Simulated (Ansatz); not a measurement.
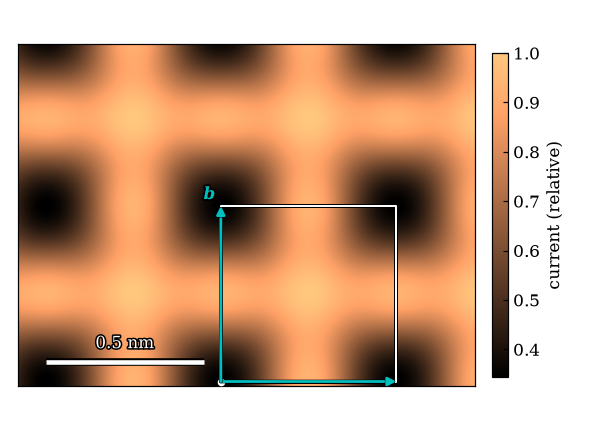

Constant-height image 4.0 Å above the topmost atom of Pt(100) (Fm-3m bulk, 4 atomic planes (those closer than 0.6 Å count as one), 6 Å) with one Pt vacancy in a 2 × 2 cell, sample bias +0.50 V. The white outline is the surface cell of the coordinates below, with its origin (dot) on a lattice point and its vectors a and b marked.

Model: Tersoff–Hamann, s-wave tip, no tip–sample forces. Bias windows are sharp sums over the levels of the k mesh.

All numbers here come from Ansatz, DFT LDA, scalar-relativistic, plane waves, PAW. Cutoff 420 eV, 11 × 11 k-points, Gaussian smearing 0.1 eV, dipole correction. The slab is a cut without reconstruction beyond its cell, at the source's lattice constants, with its lower half held fixed and the rest relaxed. The defects repeat every 5.5 Å and interact, so states at the Fermi level and the work function belong to this dense array. No spin polarisation. Spin–orbit coupling is left out; with Pt it can shift levels and gaps. The run couldn't confirm all of its levels under its output density. The run warns that the functional's potential is rough in the thin density of the vacuum, where the tip is; weak contrasts and barriers may feel it.

```
Pt
1.0
     5.53778    0.00000    0.00000
     0.00000    5.53778    0.00000
     0.00000    0.00000   23.87370
Pt
15
Direct
  0.25000 0.25000 0.37698
  0.25000 0.75000 0.37698
  0.75000 0.25000 0.37698
  0.75000 0.75000 0.37698
  0.00000 0.00000 0.45899
  0.00000 0.50000 0.45899
  0.50000 0.00000 0.45899
  0.50000 0.50000 0.45899
  0.24489 0.24489 0.53876
  0.24489 0.75511 0.53876
  0.75511 0.24489 0.53876
  0.75511 0.75511 0.53876
  0.00000 0.50000 0.61226
  0.50000 0.00000 0.61226
  0.50000 0.50000 0.61509
```

The last single point, restarted from the relaxation's density, took 34 s on 4 threads of AMD EPYC 9R45 96-Core Processor (Zen 5) (shared host), peak memory 3.4 GiB.

**Assign the bright and dark features to the surface structure.**

The brightest spots lie over all the top Pt atoms; the darkest points are over the vacancy. The brightest point carries 2.9 times the current of the darkest.
